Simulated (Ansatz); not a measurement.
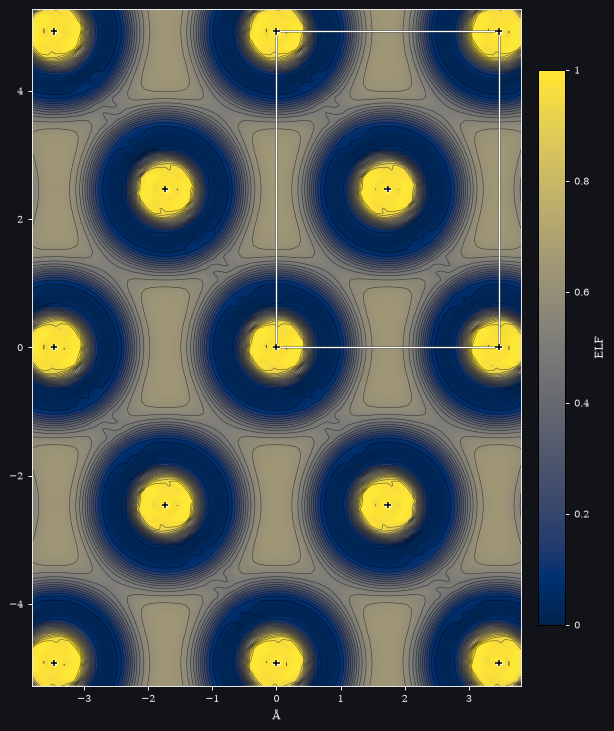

The ELF on a plane through atoms (crosses mark nuclei in the plane).

Theory: DFT, PBEsol, PAW with Ansatz's default frozen-core files, scalar-relativistic (Ansatz 0.2.0).

Candidates:
A. Li, a = 3.46 Å, b = 3.46 Å, c = 3.50 Å, α = 90.00°, β = 90.00°, γ = 90.00°. Space group I4/mmm; changed on purpose from its base cell (equal xx and yy strain of -1 %, PAW files); computed without spin polarisation.
B. RbBr, a = 4.80 Å, b = 4.80 Å, c = 12.11 Å, α = 90.00°, β = 90.00°, γ = 120.00°. Space group R-3m; changed on purpose from its base cell (equal xy, yz and zx shear strains of +2 %, PAW files).
C. HfN, a = 4.58 Å, b = 4.58 Å, c = 4.58 Å, α = 90.00°, β = 90.00°, γ = 90.00°. Space group Fm-3m; computed pressure about −13 GPa in this cell; computed without spin polarisation.

Which candidate gave the map?

Candidate A: Li on the (011̄) plane of the conventional cell, which holds Li. Li–Li (3.01 Å): the ELF reaches about 0.50 near the midpoint.
